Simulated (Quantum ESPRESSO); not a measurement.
**Single-point calculation, with input and output: Rh (part 2 of 2)**

The same run, continued: Rh (Fm-3m, 1 atom in the cell); Kohn-Sham DFT of a periodic cell, RPBE, spin-orbit coupling, PseudoDojo 0.4 FR PBE stringent (Quantum ESPRESSO 7.5); cutoff 1197.3 eV, 5×5×5 k-mesh, fermi-dirac of 0.025 eV, non-collinear spins. The structure derives from an entry of the Crystallography Open Database. The volume is scaled by 0.96.

Geometry of the input (Å; fractional positions):
```
0.0000  1.8722  1.8722
1.8722  0.0000  1.8722
1.8722  1.8722  0.0000
Rh 0.0000  0.0000  0.0000
```

### Log, continued
```
 ==============================================================================
     atom number    1 relative position :    0.0000   0.0000   0.0000
     charge :    15.159786  (integrated on a sphere of radius 0.413)
     magnetization :          0.298400    0.298400    0.298400
     magnetization/charge:    0.019684    0.019684    0.019684
     polar coord.: r, theta, phi [deg] :     0.516843   54.735610   45.000000

 ==============================================================================

     End of self-consistent calculation

          k = 0.0000 0.0000 0.0000 (  1243 PWs)   bands (ev):

   -55.0616 -54.6199 -25.0929 -24.9415 -21.2516 -21.0867 -20.9314 -20.7911
    15.8463  15.8812  20.5440  20.6064  20.6737  20.9790  21.0987  21.1747
    22.9556  22.9564  23.2914  23.2921  40.2533  40.2773  45.8564  45.8627
    46.0151  46.0279  46.0340  46.0450  51.6583  51.7272  57.1524  57.1851
    57.2214  57.2870  57.4544  57.4933

          k = 0.1414 0.1414-0.1414 (  1242 PWs)   bands (ev):

   -55.0143 -54.5721 -25.2085 -25.0490 -21.4398 -21.2172 -21.0387 -20.9170
    17.2281  17.2947  20.2972  20.6609  20.9484  21.0330  21.4621  21.5482
    22.8490  22.8965  23.2303  23.2782  41.0890  41.1467  41.9217  41.9777
    48.1525  48.1673  48.2520  48.2662  51.2273  51.3199  52.9669  53.0038
    53.2069  53.2445  59.7150  59.7198

          k = 0.2828 0.2828-0.2828 (  1233 PWs)   bands (ev):

   -54.9370 -54.4941 -25.4083 -25.2332 -21.7546 -21.5173 -21.1586 -21.0182
    17.6074  17.8732  20.6102  20.6884  21.0636  21.1397  23.4556  23.5274
    24.1858  24.2367  24.6492  24.7001  34.8702  35.1069  40.2576  40.2693
    46.7188  46.7561  47.1158  47.1520  52.6980  52.7179  52.8622  52.8823
    54.5802  54.6455  63.2743  63.3260

          k = 0.2828-0.0000 0.0000 (  1251 PWs)   bands (ev):

   -54.9986 -54.5563 -25.2381 -25.0869 -21.4521 -21.2651 -21.1272 -20.9528
    17.7024  17.7567  19.4044  19.7978  21.6197  21.7141  21.9324  22.1564
    22.2749  22.3304  23.4797  23.8206  43.1257  43.2060  43.2977  43.3161
    44.7420  44.7936  45.1269  45.1764  53.2127  53.2511  53.4459  53.5069
    53.6941  53.8332  58.6949  58.8314

          k = 0.4243 0.1414-0.1414 (  1244 PWs)   bands (ev):

   -54.9314 -54.4884 -25.4002 -25.2397 -21.7093 -21.4710 -21.2753 -21.0885
    18.3534  18.6145  19.5319  19.7885  20.9172  21.2276  22.0258  22.3980
    24.4611  24.8802  25.4836  25.7697  37.3971  37.5527  41.8494  41.9110
    43.1806  43.2896  45.7126  45.8308  53.2777  53.3865  53.4176  53.4940
    54.9944  55.0723  59.1651  59.3132

          k =-0.1414-0.4243 0.4243 (  1228 PWs)   bands (ev):

   -54.9054 -54.4622 -25.4675 -25.2948 -21.8244 -21.5454 -21.3055 -21.1532
    18.5063  18.8088  19.8195  20.0889  21.3649  21.5583  21.7380  21.9689
    24.1064  24.5657  29.0395  29.2487  33.4027  33.6554  39.9828  40.0828
    43.4261  43.4998  44.9615  45.0706  52.7870  52.8455  53.7020  53.8187
    59.9339  60.0905  62.6913  62.7570

          k = 0.0000-0.2828 0.2828 (  1241 PWs)   bands (ev):

   -54.9570 -54.5143 -25.3474 -25.1758 -21.6563 -21.3772 -21.1596 -21.0708
    18.8955  19.0308  19.6595  20.0318  20.7301  21.0168  21.9148  22.1099
    22.2413  22.5729  25.3310  25.7031  39.3916  39.4875  40.9871  41.1574
    44.9683  45.0377  47.1464  47.1850  50.1532  50.2469  54.5303  54.6736
    56.8337  56.9594  57.8003  57.9081

          k = 0.5657-0.0000 0.0000 (  1238 PWs)   bands (ev):

   -54.8962 -54.4529 -25.4727 -25.3197 -21.7917 -21.5760 -21.3920 -21.1621
    17.5937  17.7806  17.8333  18.1886  24.2520  24.3290  24.4261  24.7041
    24.8719  24.9750  25.6390  25.7069  38.6842  38.7168  39.2313  39.2732
    39.3136  39.3585  47.3752  47.5161  47.6774  47.7945  56.4231  56.6006
    59.5448  59.5601  59.6447  59.6598

          k = 0.0000-0.5657 0.5657 (  1234 PWs)   bands (ev):

   -54.8801 -54.4366 -25.5091 -25.3494 -21.8512 -21.5588 -21.4707 -21.2333
    17.8583  18.1018  18.4693  18.7725  22.4210  22.7789  23.6386  23.9640
    24.5661  25.0783  31.0244  31.2203  34.2617  34.3772  36.7699  36.9464
    40.0527  40.1397  46.4726  46.5916  52.6357  52.7529  54.5479  54.6993
    57.3210  57.3737  63.7610  63.9188

          k =-0.1414-0.4243 0.7071 (  1219 PWs)   bands (ev):

   -54.8898 -54.4464 -25.4770 -25.3388 -21.7512 -21.6079 -21.4653 -21.1932
    18.8435  19.0490  19.2091  19.5615  20.4145  20.7420  23.0100  23.3236
    24.3349  24.8427  30.1639  30.3912  36.3849  36.5271  36.8403  36.9557
    39.5487  39.6703  49.2771  49.3683  49.6859  49.7755  56.2724  56.3928
    58.0067  58.1240  60.8416  61.0009

          k = 0.1414 0.1414 0.1414 (  1242 PWs)   bands (ev):

   -55.0143 -54.5721 -25.1928 -25.0666 -21.3030 -21.2955 -21.1770 -20.8354
    17.2281  17.2946  20.3013  20.6563  20.8838  21.1947  21.2980  21.6138
    22.8105  22.9668  23.1589  23.3202  41.0889  41.1463  41.9214  41.9776
    48.1399  48.1950  48.2255  48.2782  51.2303  51.3171  52.9368  53.0781
    53.1320  53.2767  59.7153  59.7191

          k = 0.2828 0.2828 0.2828 (  1233 PWs)   bands (ev):

   -54.9370 -54.4941 -25.3647 -25.2814 -21.6245 -21.5474 -21.3658 -20.9063
    17.6087  17.8718  20.5517  20.8465  20.9063  21.1951  23.4592  23.5235
    24.1420  24.3064  24.5804  24.7462  34.8709  35.1060  40.2574  40.2689
    46.6846  46.8082  47.0654  47.1859  52.6818  52.7465  52.8332  52.8987
    54.5817  54.6444  63.2325  63.3979

          k = 0.4243-0.1414-0.1414 (  1244 PWs)   bands (ev):

   -54.9314 -54.4884 -25.4042 -25.2352 -21.7180 -21.4879 -21.1940 -21.1447
    18.3534  18.6134  19.5313  19.7902  20.9198  21.2251  22.0247  22.3999
    24.4592  24.8845  25.4773  25.7723  37.3969  37.5530  41.8486  41.9113
    43.1797  43.2905  45.7133  45.8308  53.2776  53.3853  53.4195  53.4939
    54.9943  55.0715  59.1651  59.3132

          k = 0.4243 0.1414 0.1414 (  1244 PWs)   bands (ev):

   -54.9314 -54.4884 -25.3794 -25.2629 -21.6134 -21.4864 -21.4240 -21.0179
    18.3543  18.6129  19.5322  19.7892  20.9140  21.2336  22.0192  22.4001
    24.4585  24.8854  25.4806  25.7717  37.3975  37.5522  41.8490  41.9108
    43.1805  43.2900  45.7128  45.8311  53.2766  53.3974  53.4059  53.4961
    54.9950  55.0713  59.1660  59.3128

          k =-0.1414 0.4243 0.4243 (  1228 PWs)   bands (ev):

   -54.9054 -54.4622 -25.4606 -25.3027 -21.7785 -21.6091 -21.3021 -21.1378
    18.5061  18.8084  19.8205  20.0881  21.3714  21.5420  21.7517  21.9660
    24.1061  24.5652  29.0391  29.2495  33.4031  33.6549  39.9829  40.0827
    43.4271  43.4994  44.9613  45.0704  52.7866  52.8451  53.7021  53.8191
    59.9341  60.0901  62.6915  62.7571

          k =-0.1414-0.4243-0.4243 (  1228 PWs)   bands (ev):

   -54.9054 -54.4622 -25.4337 -25.3325 -21.6791 -21.6076 -21.4848 -21.0532
    18.5077  18.8070  19.8195  20.0886  21.3534  21.6145  21.6827  21.9792
    24.1046  24.5682  29.0392  29.2501  33.4034  33.6544  39.9829  40.0825
    43.4259  43.5004  44.9609  45.0714  52.7868  52.8453  53.7019  53.8187
    59.9347  60.0899  62.6908  62.7578

          k = 0.0000 0.2828 0.2828 (  1241 PWs)   bands (ev):

   -54.9570 -54.5143 -25.3282 -25.1974 -21.5539 -21.4447 -21.2875 -20.9754
    18.8951  19.0311  19.6614  20.0299  20.7288  21.0188  21.9270  22.0683
    22.2720  22.5699  25.3301  25.7054  39.3921  39.4866  40.9874  41.1571
    44.9690  45.0375  47.1464  47.1847  50.1531  50.2472  54.5301  54.6739
    56.8315  56.9623  57.7979  57.9102

          k = 0.0000 0.5657 0.5657 (  1234 PWs)   bands (ev):

   -54.8801 -54.4366 -25.5016 -25.3579 -21.7933 -21.6557 -21.4470 -21.2171
    17.8589  18.1002  18.4687  18.7740  22.4216  22.7792  23.6402  23.9585
    24.5689  25.0784  31.0252  31.2196  34.2614  34.3774  36.7700  36.9465
    40.0528  40.1397  46.4733  46.5909  52.6352  52.7533  54.5479  54.6994
    57.3207  57.3736  63.7615  63.9177

          k = 0.1414 0.7071-0.4243 (  1219 PWs)   bands (ev):

   -54.8898 -54.4464 -25.4889 -25.3254 -21.8196 -21.5529 -21.3990 -21.2477
    18.8434  19.0492  19.2087  19.5618  20.4146  20.7426  23.0103  23.3229
    24.3359  24.8419  30.1640  30.3905  36.3813  36.5336  36.8336  36.9593
    39.5487  39.6705  49.2773  49.3682  49.6860  49.7754  56.2724  56.3932
    58.0069  58.1239  60.8407  61.0016

     the Fermi energy is    24.3478 ev

!    total energy              =    -234.59099898 Ry
     estimated scf accuracy    <          1.7E-10 Ry
     smearing contrib. (-TS)   =      -0.00035590 Ry
     internal energy E=F+TS    =    -234.59064307 Ry

     The total energy is F=E-TS. E is the sum of the following terms:
     one-electron contribution =     -45.88302776 Ry
     hartree contribution      =      36.53246419 Ry
     xc contribution           =     -37.98096723 Ry
     ewald contribution        =    -187.25911227 Ry

     total magnetization       =     0.29     0.29     0.29 Bohr mag/cell
     absolute magnetization    =     0.53 Bohr mag/cell

     convergence has been achieved in  14 iterations

     Forces acting on atoms (cartesian axes, Ry/au):

     atom    1 type  1   force =     0.00000000    0.00000000    0.00000000

     Total force =     0.000000     Total SCF correction =     0.000000

     Computing stress (Cartesian axis) and pressure

          total   stress  (Ry/bohr**3)                   (kbar)     P=      305.22
   0.00207485   0.00000241   0.00000241          305.22        0.35        0.35
   0.00000241   0.00207485   0.00000241            0.35      305.22        0.35
   0.00000241   0.00000241   0.00207485            0.35        0.35      305.22

=------------------------------------------------------------------------------=
   JOB DONE.
=------------------------------------------------------------------------------=
```

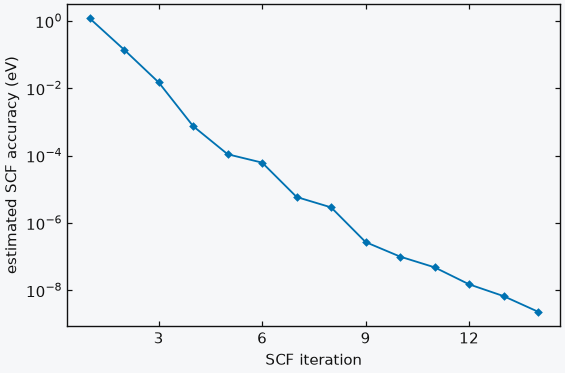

Fig. 1: Convergence of the self-consistent field: estimated SCF accuracy against the iteration. The field takes 14 iterations in all.

### Key numbers

| quantity | value |
| --- | --- |
| outcome | converged |
| space group (tolerance 0.01 Å) | Fm-3m (225) |
| electrons treated | 17 |
| free energy | −3191.7731 eV |
| Fermi energy | 24.348 eV |
| gap on the k-point mesh | none (metallic) |
| net moment of the cell | 0.51 μB |
| integrated absolute moment | 0.53 μB |
| pressure | 30.52 GPa |
| largest force (length of the vector) | under 0.001 eV/Å |
| wall time | 30 s |
| peak memory | 0.07 GiB |

### Notes

Settings chosen away from the usual ones: width set to 0.025 (from 0.05); mixing_ndim set to 2. Further notes kept with the run: potentials made for another functional. Points of doubt noted for this run: coarse mesh; potentials made for another functional. The k-point mesh is coarse for a cell of this size, so the results may not be converged.
